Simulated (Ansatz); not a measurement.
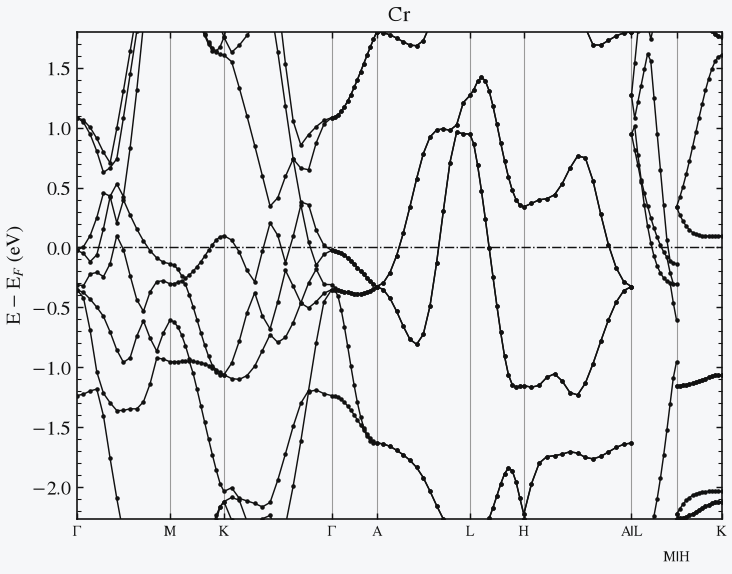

Band structure. Energies are counted from the Fermi level.

What lattice type does the k path imply?

A hexagonal (primitive) lattice: the path Γ–M–K–Γ–A–L–H–A|L–M|H–K runs through the special points of its Brillouin zone.

The material is Cr, space group P6_3/mmc (No. 194), 2 atoms in the cell.

Method: DFT PBE, scalar-relativistic, plane waves, PAW, no spin polarisation, 21×21×10 k mesh (Ansatz).

Is there a gap at the Fermi level?

A metal: 4 bands cross the Fermi level along this path.

The run has no spin polarisation, so a magnetic state may lie lower.
